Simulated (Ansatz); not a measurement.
## Run report: Al, nudged elastic band (part 3 of 3)

Al (defect cell, 31 atoms in the cell); DFT PBE, scalar-relativistic, plane waves, PAW, PAW set soft_1, no spin polarisation (Ansatz 0.2.0); cutoff 420 eV, 3×3×3 k-mesh, Gaussian smearing of 0.15 eV. One setting was made poor on purpose. It belongs to a series of runs on one base structure; here: band between the two ends.

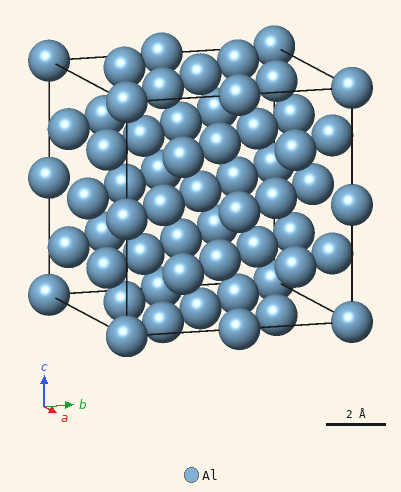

Figure 1. The input geometry (spheres-only view of the cell of the calculation, seen slightly off an axis).

## Output, continued
```
--- NEB band (5 images, 25 band iterations, 320 SCF iterations) ---
  forward barrier  = 0.670544 eV
  backward barrier = 0.667828 eV
  lagrangian_above_aufbau_ev (what the smearing adds, to first order; not taken off the barriers): saddle image -0.074097 eV, end points -0.070370 and -0.072746 eV
  climbing image's point = of an order that was not read
  energies are F+E_penalty+E_count in eV, relative to image 0
  image     s (Å)  Δ vs image 0  max|band force component| (eV/Å)
      0    0.0000      0.000000                                 —
      1    0.7289      0.347732                          4.620e-2
  *   2    1.4631      0.670544                          6.750e-3
      3    2.1952      0.349383                          4.657e-2
      4    2.9233      0.002716                                 —
  climbing-image geometry (image 2):
  cell:  # Å, volume = 531.4410 Å³
    - [8.1, 0.0, 0.0]
    - [0.0, 8.1, 0.0]
    - [0.0, 0.0, 8.1]
  atoms:
    - { symbol: Al, position: [0.7438309503883945, 0.24571444493182332, -0.0002984216735945473] }
    - { symbol: Al, position: [0.7466393559350051, -0.00142554212924971, 0.24538301855468878] }
    - { symbol: Al, position: [0.006831418577621156, 0.003927015092431676, -0.00029615471492471326] }
    - { symbol: Al, position: [0.3753095646975437, 0.12482897702687745, -0.0002931089606552034] }
    - { symbol: Al, position: [0.4962262442070133, 0.4933268520677227, -0.000292417309966711] }
    - { symbol: Al, position: [0.7489506492182904, 0.7512121217158966, -0.0002954361435943506] }
    - { symbol: Al, position: [0.24388780316427458, -0.006629892895152294, 0.2678687409098958] }
    - { symbol: Al, position: [0.506771860825898, 0.25626819736895357, 0.2678633825910086] }
    - { symbol: Al, position: [0.751565004873957, 0.5010539386642484, 0.250243598979076] }
    - { symbol: Al, position: [0.5026089361240238, -0.0024574677927217017, 0.4997054201955893] }
    - { symbol: Al, position: [0.75902573564074, 0.25086680596959526, 0.4997008847807254] }
    - { symbol: Al, position: [0.7466366194969661, -0.0014320192136161973, 0.754021069521868] }
    - { symbol: Al, position: [0.0017112614148978812, 0.4984400939685931, -0.0002932931714269727] }
    - { symbol: Al, position: [0.2544384695304058, 0.7563113056541438, -0.0002908981895571251] }
    - { symbol: Al, position: [0.0040290718693800935, 0.2510729766394927, 0.24538147647415365] }
    - { symbol: Al, position: [0.2490803642093225, 0.4961282162328827, 0.2453896386215355] }
    - { symbol: Al, position: [0.5015910265491322, 0.7535156632120295, 0.24538541022226978] }
    - { symbol: Al, position: [-0.008373693235021662, -0.0012189973883907832, 0.4997030094927236] }
    - { symbol: Al, position: [0.24804921217882847, 0.25209270037907766, 0.4997059244667091] }
    - { symbol: Al, position: [0.5013710745275475, 0.5085193244807116, 0.49970823804128345] }
    - { symbol: Al, position: [0.7503013380987119, 0.7498503711123553, 0.4997040658588347] }
    - { symbol: Al, position: [0.24387955285569848, -0.006623315320840495, 0.7315451639996668] }
    - { symbol: Al, position: [0.5067726084737104, 0.25626362592681934, 0.7315466632361194] }
    - { symbol: Al, position: [0.7515583200637372, 0.5010574147433924, 0.7491664147435869] }
    - { symbol: Al, position: [-0.000899976725970725, 0.7485900496910739, 0.2502474493946312] }
    - { symbol: Al, position: [0.0003593364066921065, 0.49979179281928265, 0.4997064620122206] }
    - { symbol: Al, position: [0.24929174868777013, 0.7411171695176367, 0.4997116027889564] }
    - { symbol: Al, position: [0.004015468756289087, 0.251074332768499, 0.7540242690793566] }
    - { symbol: Al, position: [0.2490769477986913, 0.49611826467584946, 0.7540314684095428] }
    - { symbol: Al, position: [0.5015809932581221, 0.7535168648763136, 0.7540289115403167] }
    - { symbol: Al, position: [-0.0009008678676716486, 0.7485871702042717, 0.7491642912489623] }
```

## The last band as extended XYZ (Å, eV, eV/Å)
```
31
Lattice="8.1000 0.0000 0.0000 0.0000 8.1000 0.0000 0.0000 0.0000 8.1000" Properties=species:S:1:pos:R:3:forces:R:3 image=0 energy=-16662.47923
Al    6.0627    2.0051   -0.0057    0.0000  -0.0011   0.0021
Al    6.0643   -0.0019    2.0029   -0.0036  -0.0021   0.0000
Al    0.0063   -0.0029   -0.0050   -0.0015   0.0006   0.0005
Al    2.0471    2.0055   -0.0051   -0.0008  -0.0019   0.0026
Al    4.0551    4.0469   -0.0043    0.0024   0.0012  -0.0007
Al    6.0647    6.0901   -0.0055   -0.0042  -0.0009   0.0027
Al    2.0480   -0.0033    2.0034   -0.0005   0.0002  -0.0020
Al    4.0549    2.0048    2.0028    0.0015   0.0001   0.0011
Al    6.0884    4.0472    2.0270   -0.0023  -0.0006   0.0025
Al    4.0547   -0.0036    4.0448    0.0039   0.0021   0.0009
Al    6.0868    2.0302    4.0454    0.0015  -0.0011  -0.0023
Al    6.0632   -0.0030    6.0865   -0.0017   0.0006   0.0015
Al    0.0049    4.0477   -0.0043    0.0015  -0.0020  -0.0028
Al    2.0483    6.0887   -0.0047   -0.0004   0.0027   0.0000
Al    0.0052    2.0294    2.0272    0.0012   0.0012   0.0027
Al    2.0229    4.0473    2.0285    0.0001  -0.0004  -0.0006
Al    4.0572    6.0892    2.0029   -0.0033   0.0003  -0.0008
Al    0.0048   -0.0032    4.0452    0.0014   0.0014  -0.0012
Al    2.0224    2.0287    4.0460   -0.0018   0.0034  -0.0032
Al    4.0548    4.0468    4.0457    0.0011  -0.0001  -0.0021
Al    6.0881    6.0643    4.0450   -0.0007   0.0008  -0.0010
Al    2.0466   -0.0022    6.0872    0.0028  -0.0045   0.0021
Al    4.0545    2.0042    6.0875    0.0024   0.0005  -0.0001
Al    6.0867    4.0476    6.0626    0.0034  -0.0015   0.0010
Al    0.0061    6.0652    2.0277    0.0000  -0.0013   0.0012
Al    0.0049    4.0474    4.0452    0.0022  -0.0020   0.0020
Al    2.0240    6.0645    4.0462   -0.0038  -0.0010  -0.0019
Al    0.0035    2.0290    6.0628    0.0041   0.0049  -0.0007
Al    2.0227    4.0463    6.0637   -0.0028   0.0021  -0.0033
Al    4.0563    6.0892    6.0877   -0.0039   0.0015   0.0007
Al    0.0055    6.0650    6.0628    0.0018  -0.0031  -0.0008
31
Lattice="8.1000 0.0000 0.0000 0.0000 8.1000 0.0000 0.0000 0.0000 8.1000" Properties=species:S:1:pos:R:3:forces:R:3 image=1 energy=-16662.13150
Al    6.0451    2.0056   -0.0037    0.0040  -0.0041   0.0002
Al    6.0586   -0.0040    1.9998    0.0163  -0.0016  -0.0188
Al    0.0272    0.0212   -0.0037    0.0090  -0.0294   0.0001
Al    2.5257    1.5260   -0.0035   -0.5072   0.5074   0.0000
Al    4.0307    4.0247   -0.0035    0.0292  -0.0092  -0.0001
Al    6.0591    6.0933   -0.0036    0.0128  -0.0137   0.0001
Al    2.0090   -0.0536    2.1142    0.0462  -0.0173  -0.0094
Al    4.1052    2.0430    2.1141    0.0178  -0.0465  -0.0091
Al    6.0862    4.0613    2.0276    0.0105  -0.0179  -0.0010
Al    4.0632   -0.0114    4.0464    0.0257  -0.0255   0.0001
Al    6.1365    2.0378    4.0463    0.0257   0.0067   0.0001
Al    6.0584   -0.0043    6.0928    0.0166  -0.0012   0.0193
Al    0.0187    4.0331   -0.0035    0.0090  -0.0091  -0.0002
Al    2.0463    6.1065   -0.0035    0.0037  -0.0036  -0.0001
Al    0.0353    2.0350    1.9938    0.0291  -0.0187  -0.0313
Al    2.0169    4.0167    1.9941    0.0186  -0.0292  -0.0316
Al    4.0564    6.0934    1.9998    0.0007  -0.0167  -0.0188
Al   -0.0372    0.0031    4.0463    0.0242  -0.0246   0.0001
Al    2.0156    2.0359    4.0465    0.0053  -0.0046  -0.0001
Al    4.0486    4.0889    4.0465    0.0248  -0.0240  -0.0001
Al    6.0730    6.0788    4.0463    0.0061  -0.0061   0.0002
Al    2.0087   -0.0534    5.9788    0.0467  -0.0177   0.0092
Al    4.1051    2.0429    5.9787    0.0179  -0.0463   0.0091
Al    6.0859    4.0614    6.0652    0.0110  -0.0181   0.0012
Al   -0.0092    6.0658    2.0277    0.0175  -0.0107  -0.0012
Al   -0.0014    4.0532    4.0465    0.0184  -0.0183  -0.0001
Al    2.0143    6.0150    4.0466   -0.0071  -0.0254  -0.0002
Al    0.0348    2.0350    6.0988    0.0298  -0.0187   0.0314
Al    2.0168    4.0163    6.0991    0.0188  -0.0288   0.0310
Al    4.0561    6.0935    6.0931    0.0011  -0.0167   0.0188
Al   -0.0093    6.0657    6.0651    0.0178  -0.0106   0.0012
31
Lattice="8.1000 0.0000 0.0000 0.0000 8.1000 0.0000 0.0000 0.0000 8.1000" Properties=species:S:1:pos:R:3:forces:R:3 image=2 energy=-16661.80869
Al    6.0250    1.9903   -0.0024   -0.0028   0.0027   0.0001
Al    6.0478   -0.0115    1.9876    0.0013   0.0001  -0.0024
Al    0.0553    0.0318   -0.0024    0.0028  -0.0027   0.0000
Al    3.0400    1.0111   -0.0024   -0.0001   0.0002   0.0000
Al    4.0194    3.9959   -0.0024    0.0027  -0.0029   0.0000
Al    6.0665    6.0848   -0.0024    0.0006  -0.0007   0.0000
Al    1.9755   -0.0537    2.1697    0.0038   0.0038   0.0035
Al    4.1049    2.0758    2.1697   -0.0037  -0.0039   0.0035
Al    6.0877    4.0585    2.0270   -0.0001  -0.0001   0.0034
Al    4.0711   -0.0199    4.0476    0.0041  -0.0041   0.0000
Al    6.1481    2.0320    4.0476    0.0068  -0.0019   0.0001
Al    6.0478   -0.0116    6.1076    0.0013   0.0002   0.0025
Al    0.0139    4.0374   -0.0024   -0.0006   0.0006   0.0000
Al    2.0610    6.1261   -0.0024   -0.0028   0.0030   0.0000
Al    0.0326    2.0337    1.9876   -0.0013  -0.0001  -0.0025
Al    2.0176    4.0186    1.9877    0.0001   0.0013  -0.0025
Al    4.0629    6.1035    1.9876   -0.0003  -0.0013  -0.0024
Al   -0.0678   -0.0099    4.0476   -0.0066   0.0019   0.0000
Al    2.0092    2.0420    4.0476   -0.0041   0.0043   0.0000
Al    4.0611    4.1190    4.0476   -0.0019   0.0067   0.0000
Al    6.0774    6.0738    4.0476    0.0010  -0.0010   0.0000
Al    1.9754   -0.0536    5.9255    0.0039   0.0037  -0.0035
Al    4.1049    2.0757    5.9255   -0.0037  -0.0038  -0.0035
Al    6.0876    4.0586    6.0682   -0.0001  -0.0002  -0.0034
Al   -0.0073    6.0636    2.0270    0.0001   0.0001   0.0034
Al    0.0029    4.0483    4.0476   -0.0010   0.0010   0.0000
Al    2.0193    6.0030    4.0477    0.0018  -0.0066  -0.0001
Al    0.0325    2.0337    6.1076   -0.0012  -0.0001   0.0025
Al    2.0175    4.0186    6.1077    0.0001   0.0014   0.0024
Al    4.0628    6.1035    6.1076   -0.0001  -0.0013   0.0024
Al   -0.0073    6.0636    6.0682    0.0001   0.0001  -0.0034
31
Lattice="8.1000 0.0000 0.0000 0.0000 8.1000 0.0000 0.0000 0.0000 8.1000" Properties=species:S:1:pos:R:3:forces:R:3 image=3 energy=-16662.12985
Al    6.0531    2.0008   -0.0013   -0.0092   0.0291   0.0002
Al    6.0453   -0.0128    1.9963   -0.0293   0.0187  -0.0316
Al    0.0355    0.0166   -0.0012   -0.0043   0.0035   0.0001
Al    3.5529    0.4976   -0.0012    0.5074  -0.5072   0.0000
Al    4.0341    4.0153   -0.0011   -0.0035   0.0042  -0.0001
Al    6.0620    6.0890   -0.0012   -0.0094   0.0089   0.0001
Al    1.9751   -0.0211    2.1168   -0.0181   0.0462  -0.0083
Al    4.0716    2.0756    2.1167   -0.0460   0.0179  -0.0082
Al    6.0899    4.0564    2.0300   -0.0182   0.0102  -0.0014
Al    4.0646   -0.0141    4.0488   -0.0051   0.0053   0.0001
Al    6.1176    2.0192    4.0487   -0.0245   0.0239   0.0001
Al    6.0452   -0.0130    6.1012   -0.0291   0.0189   0.0319
Al    0.0217    4.0289   -0.0012   -0.0138   0.0137  -0.0001
Al    2.0499    6.0973   -0.0011   -0.0294   0.0094  -0.0001
Al    0.0221    2.0264    2.0021   -0.0171   0.0010  -0.0186
Al    2.0242    4.0286    2.0023   -0.0010   0.0170  -0.0188
Al    4.0638    6.1054    1.9963   -0.0193   0.0291  -0.0316
Al   -0.0566   -0.0155    4.0488   -0.0248  -0.0070   0.0000
Al    2.0169    2.0334    4.0488   -0.0250   0.0254  -0.0001
Al    4.0660    4.1071    4.0488    0.0072   0.0249  -0.0001
Al    6.0818    6.0688    4.0487   -0.0185   0.0185   0.0001
Al    1.9749   -0.0210    5.9809   -0.0178   0.0460   0.0082
Al    4.0715    2.0755    5.9809   -0.0459   0.0181   0.0082
Al    6.0897    4.0565    6.0675   -0.0179   0.0101   0.0015
Al   -0.0056    6.0608    2.0301   -0.0105   0.0180  -0.0015
Al    0.0073    4.0432    4.0488   -0.0058   0.0059   0.0000
Al    2.0316    6.0328    4.0489   -0.0243   0.0248  -0.0002
Al    0.0218    2.0264    6.0954   -0.0167   0.0010   0.0186
Al    2.0241    4.0284    6.0956   -0.0009   0.0173   0.0184
Al    4.0636    6.1055    6.1014   -0.0190   0.0291   0.0316
Al   -0.0057    6.0607    6.0675   -0.0103   0.0181   0.0015
31
Lattice="8.1000 0.0000 0.0000 0.0000 8.1000 0.0000 0.0000 0.0000 8.1000" Properties=species:S:1:pos:R:3:forces:R:3 image=4 energy=-16662.47652
Al    6.0750    2.0250    0.0000    0.0000   0.0000   0.0000
Al    6.0750   -0.0108    2.0358    0.0000   0.0288  -0.0288
Al    0.0218    0.0218    0.0000   -0.0290  -0.0290   0.0000
Al    4.0282    0.0218    0.0000    0.0290  -0.0290   0.0000
Al    4.0282    4.0282    0.0000    0.0290   0.0290   0.0000
Al    6.0750    6.0750    0.0000    0.0000   0.0000   0.0000
Al    2.0250    0.0218    2.0032    0.0000  -0.0290   0.0290
Al    4.0282    2.0250    2.0032    0.0290   0.0000   0.0290
Al    6.0750    4.0608    2.0358    0.0000  -0.0288  -0.0288
Al    4.0608   -0.0108    4.0500   -0.0288   0.0288   0.0000
Al    6.0750    2.0250    4.0500    0.0000   0.0000   0.0000
Al    6.0750   -0.0108    6.0642    0.0000   0.0288   0.0288
Al    0.0218    4.0282    0.0000   -0.0290   0.0290   0.0000
Al    2.0250    6.0750    0.0000    0.0000   0.0000   0.0000
Al    0.0218    2.0250    2.0032   -0.0290   0.0000   0.0290
Al    2.0250    4.0282    2.0032    0.0000   0.0290   0.0290
Al    4.0608    6.0750    2.0358   -0.0288   0.0000  -0.0288
Al   -0.0108   -0.0108    4.0500    0.0288   0.0288   0.0000
Al    2.0250    2.0250    4.0500    0.0000   0.0000   0.0000
Al    4.0608    4.0608    4.0500   -0.0288  -0.0288   0.0000
Al    6.0750    6.0750    4.0500    0.0000   0.0000   0.0000
Al    2.0250    0.0218    6.0968    0.0000  -0.0290  -0.0290
Al    4.0282    2.0250    6.0968    0.0290   0.0000  -0.0290
Al    6.0750    4.0608    6.0642    0.0000  -0.0288   0.0288
Al   -0.0108    6.0750    2.0358    0.0288   0.0000  -0.0288
Al   -0.0108    4.0608    4.0500    0.0288  -0.0288   0.0000
Al    2.0250    6.0750    4.0500    0.0000   0.0000   0.0000
Al    0.0218    2.0250    6.0968   -0.0290   0.0000  -0.0290
Al    2.0250    4.0282    6.0968    0.0000   0.0290  -0.0290
Al    4.0608    6.0750    6.0642   -0.0288   0.0000   0.0288
Al   -0.0108    6.0750    6.0642    0.0288   0.0000   0.0288
```
